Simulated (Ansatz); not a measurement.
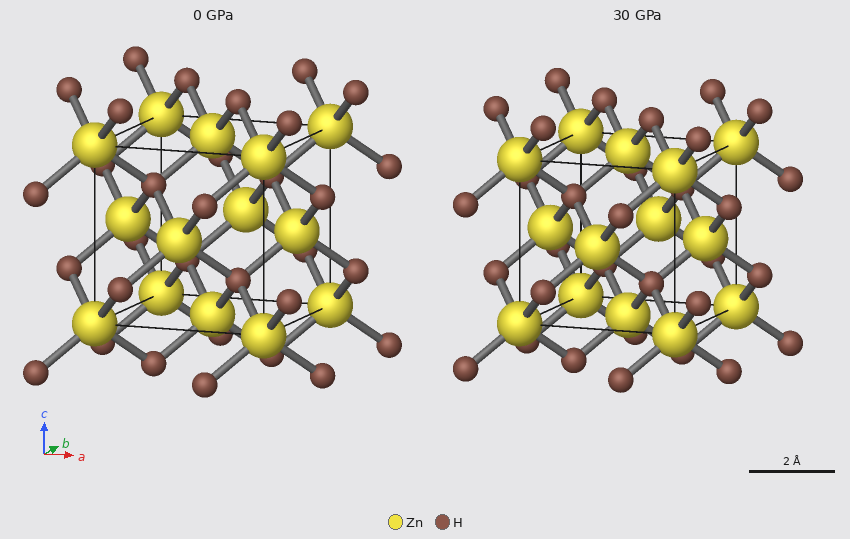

Solid ZnH (a generated structure, set up in F-43m), relaxed (cell and atoms) at several target pressures. The picture shows the first and the last member. The picture is a ball-and-stick view of the conventional cell (4 times the calculation's cell), seen slightly off an axis. Lengths and directions refer to the drawn axes.

Computed with Ansatz 0.2.0: LDA, Ansatz PAW. (plane-wave cutoff 420 eV; k-point mesh 10 × 10 × 10; occupations fermi-dirac; smearing width 0.05 eV; no spin polarisation; cell and atoms relaxed; force threshold 0.01 eV/Å)

| pressure (GPa) | volume (Å³/atom) | a (Å) |
| --- | --- | --- |
| 0 | 9.841 | 4.286 |
| 2 | 9.559 | 4.245 |
| 5 | 9.213 | 4.193 |
| 10 | ? | ? |
| 20 | 8.100 | 4.017 |
| 30 | 7.635 | 3.938 |

### Fill in the missing row.

Murnaghan's form V = V₀(1 + B′P/B₀)^(−1/B′), with V₀ = 9.841 Å³ from the row at zero pressure, fits the other rows with B₀ = 65.7 GPa and B′ = 4.27 (largest miss 0.004 Å³). At 10 GPa it gives 9.841 × (1 + 4.27 × 10/65.7)^(−1/4.27) = 8.752 Å³ per atom. The calculation gives 8.753 Å³/atom (a = 4.122 Å). The estimate is 0.001 Å³/atom too low. From the first member to the last: H–Zn 1.856 → 1.705 Å.

The whole series:

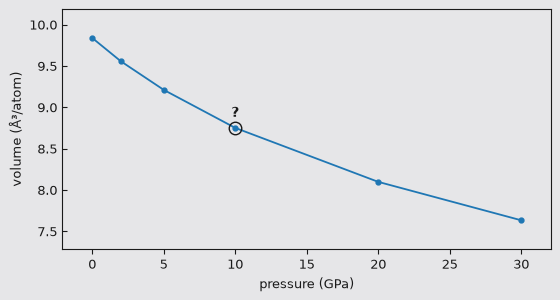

Each member starts from this one structure; whether another phase lies lower wasn't checked.
